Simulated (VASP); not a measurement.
# Two runs on ZrS

System: ZrS (Fm-3m, 2 atoms in the cell).
Method of run 1: Kohn-Sham DFT of a periodic cell, BLYP with D3, VASP PAW PBE potentials, recommended, no spin polarisation (VASP 6.6.1).

The structure derives from an entry of the Crystallography Open Database. 

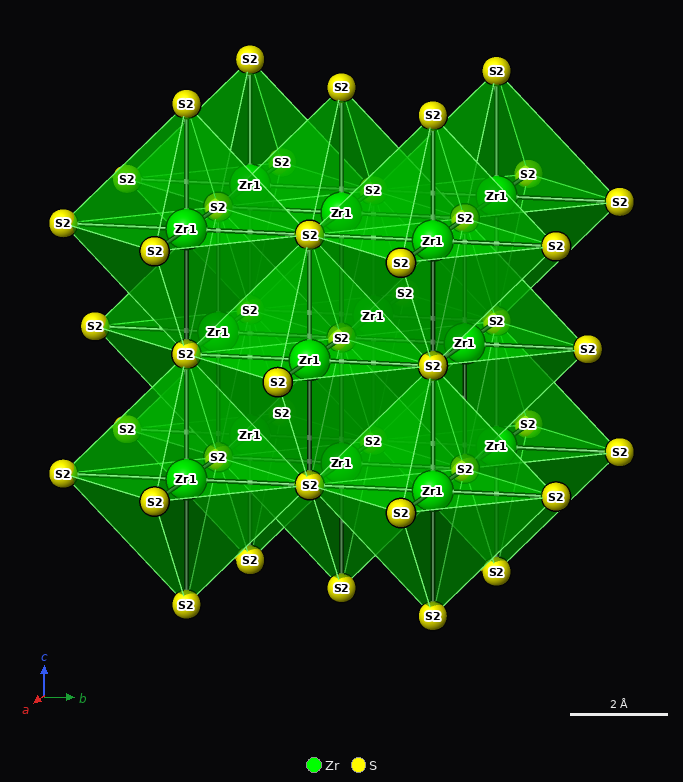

The input geometry (polyhedral view of the cell 4 times as large as that of the calculation, set on its symmetry axes, seen slightly off an axis; polyhedra are completed across the faces of the cell; atoms are numbered from 1 in the order of the input).

INCAR, run 1:
```
PREC = Accurate ; ENCUT = 600
EDIFF = 1E-6 ; ISMEAR = -1
SIGMA = 0.05 ; LREAL = False
LASPH = True ; NELM = 60
ALGO = Fast ; ISIF = 3
LWAVE = False ; LCHARG = False
GGA = B5 ; ALDAX = 1.0
AGGAX = 1.0 ; AGGAC = 1.0
ALDAC = 0.0 ; IVDW = 11
VDW_S6 = 1.0 ; VDW_S8 = 1.682
VDW_SR = 1.094 ; VDW_SR8 = 1.0
IBRION = 2 ; NSW = 60
EDIFFG = -0.01
```

KPOINTS, run 1:
```
regular mesh
0
Gamma
  9 9 9
```

POSCAR, run 1:
```
ZrS
1.0
    0.0000000000      2.6250000000      2.6250000000
    2.6250000000      0.0000000000      2.6250000000
    2.6250000000      2.6250000000      0.0000000000
Zr S
1 1
Direct
    0.0000000000      0.0000000000      0.0000000000
    0.5000000000      0.5000000000      0.5000000000
```

Command:
```bash
cat potpaw_PBE.64/Zr_sv/POTCAR potpaw_PBE.64/S/POTCAR > POTCAR
mpirun -np 1 vasp_std > vasp.out
```

Hardware: 1 thread of Intel Xeon (Sapphire Rapids), 360 GiB of memory available, shared host.

OSZICAR and lines of OUTCAR (run 1):
```
N       E                     dE             d eps       ncg     rms          rms(c)
DAV:   1     0.149676252763E+03    0.14968E+03   -0.10645E+04   910   0.151E+03
DAV:   2    -0.690167077815E+01   -0.15658E+03   -0.15120E+03  1080   0.349E+02
DAV:   3    -0.143331212205E+02   -0.74315E+01   -0.72875E+01  1425   0.695E+01
DAV:   4    -0.146379716290E+02   -0.30485E+00   -0.30425E+00  1265   0.121E+01
DAV:   5    -0.146430074696E+02   -0.50358E-02   -0.50342E-02  1332   0.145E+00    0.142E+01
RMM:   6    -0.135768882888E+02    0.10661E+01   -0.27087E+00   961   0.977E+00    0.659E+00
RMM:   7    -0.136070330552E+02   -0.30145E-01   -0.12252E+00  1059   0.555E+00    0.319E+00
[...]
DAV:   1    -0.136090691434E+02    0.24217E-02   -0.43733E-02  1110   0.217E+00    0.393E-01
RMM:   2    -0.136078018412E+02    0.12673E-02   -0.29909E-03   925   0.577E-01    0.126E-01
RMM:   3    -0.136075835803E+02    0.21826E-03   -0.16463E-03   981   0.329E-01    0.733E-02
RMM:   4    -0.136076307597E+02   -0.47179E-04   -0.36524E-04  1106   0.130E-01    0.308E-02
RMM:   5    -0.136076474871E+02   -0.16727E-04   -0.13894E-04  1144   0.703E-02    0.360E-02
RMM:   6    -0.136076506933E+02   -0.32063E-05   -0.27222E-05  1067   0.304E-02    0.393E-02
RMM:   7    -0.136076610905E+02   -0.10397E-04   -0.30288E-05  1104   0.356E-02    0.191E-02
RMM:   8    -0.136076600744E+02    0.10160E-05   -0.61931E-06   828   0.165E-02    0.149E-02
RMM:   9    -0.136076602475E+02   -0.17312E-06   -0.17211E-06   698   0.878E-03
   3 F= -.14820824E+02 E0= -.14814429E+02  d E =-.143817E-03
[... from OUTCAR:]
  energy without entropy =      -13.59487062  energy(sigma->0) =      -13.60126543
 E-fermi :  11.1633     XC(G=0): -10.6450     alpha+bet :-15.8653
  external pressure =       -0.07 kB  Pullay stress =        0.00 kB
  free  energy   TOTEN  =       -14.8208236102 eV
  energy  without entropy=      -14.8080339828  energy(sigma->0) =      -14.81442880
```

For run 2 the input was changed thus:
```diff
-ALDAC = 0.0 ; IVDW = 11
-VDW_S6 = 1.0 ; VDW_S8 = 1.682
-VDW_SR = 1.094 ; VDW_SR8 = 1.0
+ALDAC = 0.0 ; IVDW = 13
+VDW_S6 = 1.0 ; VDW_S8 = 2.34076671
+VDW_A1 = 0.44488865 ; VDW_A2 = 4.0933009
```

What does this change do to the results?

The total energies belong to different models, so their difference says nothing on which is more stable or more accurate. The volume per atom goes from 18.14 to 18.04 Å³. The SCF takes 49 iterations over all geometry steps against 51. On the same kind of shared host run 2 took about 0.53 times as long.

OSZICAR and lines of OUTCAR (run 2):
```
N       E                     dE             d eps       ncg     rms          rms(c)
DAV:   1     0.149676252763E+03    0.14968E+03   -0.10645E+04   910   0.151E+03
DAV:   2    -0.690167077815E+01   -0.15658E+03   -0.15120E+03  1080   0.349E+02
DAV:   3    -0.143331212205E+02   -0.74315E+01   -0.72875E+01  1425   0.695E+01
DAV:   4    -0.146379716290E+02   -0.30485E+00   -0.30425E+00  1265   0.121E+01
DAV:   5    -0.146430074696E+02   -0.50358E-02   -0.50342E-02  1332   0.145E+00    0.142E+01
RMM:   6    -0.135768882888E+02    0.10661E+01   -0.27087E+00   961   0.977E+00    0.659E+00
RMM:   7    -0.136070330552E+02   -0.30145E-01   -0.12252E+00  1059   0.555E+00    0.319E+00
[...]
DAV:   1    -0.136014292835E+02   -0.66594E-02   -0.51804E-02  1090   0.237E+00    0.414E-01
RMM:   2    -0.136001504414E+02    0.12788E-02   -0.33557E-03   929   0.615E-01    0.127E-01
RMM:   3    -0.135999476967E+02    0.20274E-03   -0.17316E-03   983   0.340E-01    0.722E-02
RMM:   4    -0.135999956524E+02   -0.47956E-04   -0.37459E-04  1113   0.128E-01    0.363E-02
RMM:   5    -0.136000132839E+02   -0.17631E-04   -0.13610E-04  1155   0.670E-02    0.394E-02
RMM:   6    -0.136000162705E+02   -0.29866E-05   -0.25234E-05  1043   0.281E-02    0.403E-02
RMM:   7    -0.136000249000E+02   -0.86294E-05   -0.38786E-05  1105   0.423E-02    0.316E-02
RMM:   8    -0.136000244823E+02    0.41764E-06   -0.13062E-05  1027   0.296E-02    0.173E-02
RMM:   9    -0.136000246425E+02   -0.16021E-06   -0.29222E-06   751   0.950E-03
   3 F= -.14837444E+02 E0= -.14831109E+02  d E =-.140720E-03
[... from OUTCAR:]
  energy without entropy =      -13.58735575  energy(sigma->0) =      -13.59369020
 E-fermi :  11.2382     XC(G=0): -10.6734     alpha+bet :-15.9611
  external pressure =       -0.32 kB  Pullay stress =        0.00 kB
  free  energy   TOTEN  =       -14.8374436136 eV
  energy  without entropy=      -14.8247747205  energy(sigma->0) =      -14.83110917
```

The two runs side by side:

| quantity | run 1 | run 2 |
| --- | --- | --- |
| outcome | converged | converged |
| free energy per atom (eV) | −7.4104 | −7.4187 |
| energy per atom, smearing taken to zero (eV) | −7.4072 | −7.4156 |
| gap on the mesh (eV) | 0.00 | 0.00 |
| pressure (GPa) | −0.01 | −0.03 |
| volume per atom (Å³) | 18.14 | 18.04 |
| largest force (eV/Å) | 0.000 | 0.000 |
| SCF iterations | 51 | 49 |
| irreducible k-points | 35 | 35 |
